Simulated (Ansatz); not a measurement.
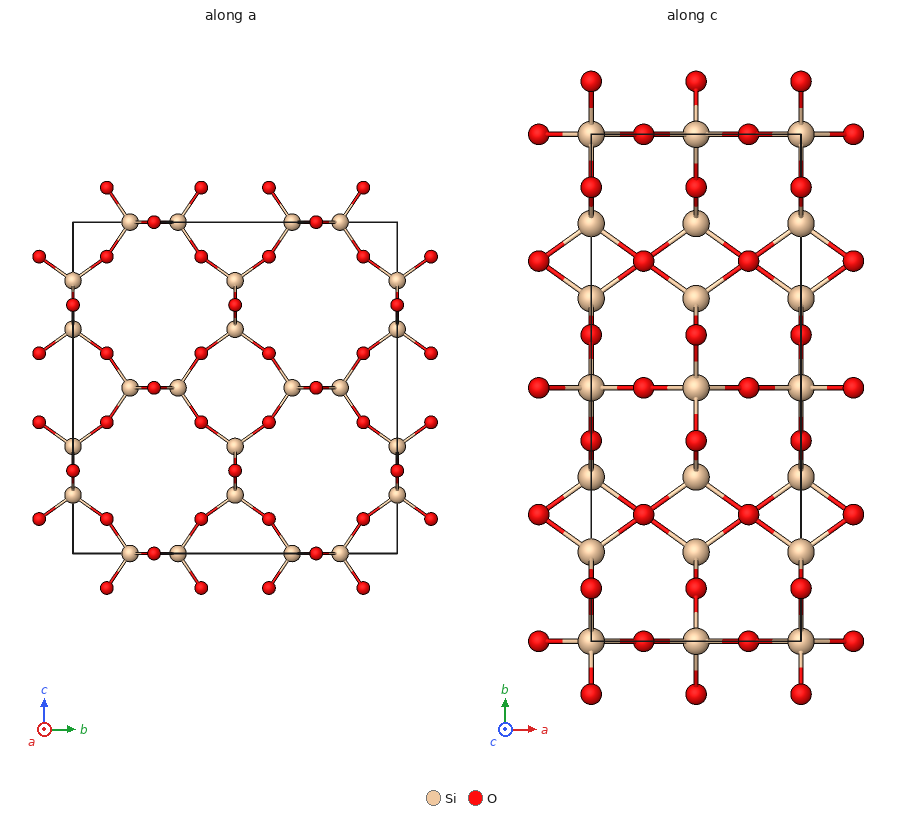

Figure: ball-and-stick view along the a axis and along the c axis. The edges of the conventional unit cell are marked. Some atoms of the next cells are drawn as well.

SiO2, space group Fmmm (No. 69), a = 5.18 Å, b = 12.51 Å, c = 12.79 Å, α = 90.00°, β = 90.00°, γ = 90.00°.

Electronic-structure method: Ansatz 0.2.0, DFT r2SCAN, scalar-relativistic, plane waves, PAW. Parameters: wavefunction cutoff 500 eV, k-points about 0.23 Å⁻¹ apart, Gaussian smearing of 0.02 eV, no spin polarisation.

### How large a gap does the method give, if there is one?

An insulator at this level, with a gap of 6.06 eV.

### What pressure does the calculation give for this cell?

The computed pressure is 1.3 GPa (compressed: it would expand). The stress isn't hydrostatic: its largest component is 2.3 GPa.

Origin of the cell: a structure listed in the Materials Project. The cell was then strained or its atoms displaced on purpose. It was run through Ansatz as a DFT input.
